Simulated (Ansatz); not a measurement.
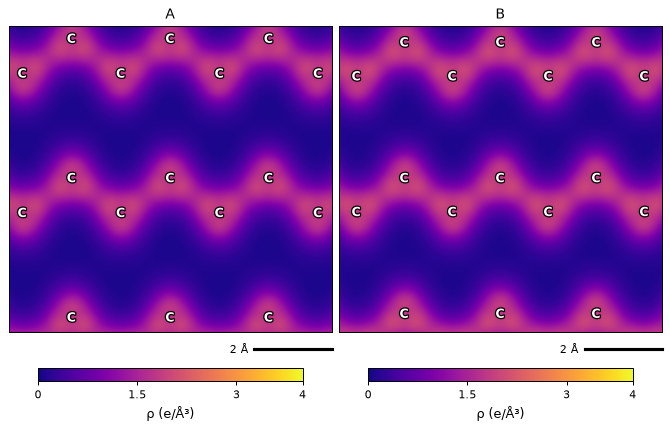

C. The valence charge density (pseudo) of two cells that differ in size, on the (011̄) plane of each (indices in the axes of the calculation cell), at one length scale and on one colour scale: A has 5.9 Å³ an atom and B 5.4.

Computed with Kohn-Sham DFT of a periodic cell, PBE, Ansatz PAW (Ansatz 0.2.0).

In a PAW calculation such maps are meaningful between the atoms, not at the nuclei.

The larger cell:

```yaml
crystal:
  lattice:
    - [0.00000, 1.80684, 1.80684]
    - [1.80684, 0.00000, 1.80684]
    - [1.80684, 1.80684, 0.00000]
  atoms:
    - { symbol: C, position: [0.75000, 0.75000, 0.75000] }
    - { symbol: C, position: [0.50000, 0.50000, 0.50000] }
```

The smaller cell: a = 2.488 Å, b = 2.488 Å, c = 2.488 Å, α = 60.00°, β = 60.00°, γ = 60.00°.

**What changes from the larger cell to the smaller?**

From the larger cell to the smaller, C–C goes from 1.56 to 1.52 Å, and the density at its midpoint from 1.6 to 1.7 e/Å³; the pressure goes from −14 to 21 GPa; the Kohn–Sham gap goes from 4.1 eV to 4.2 eV.
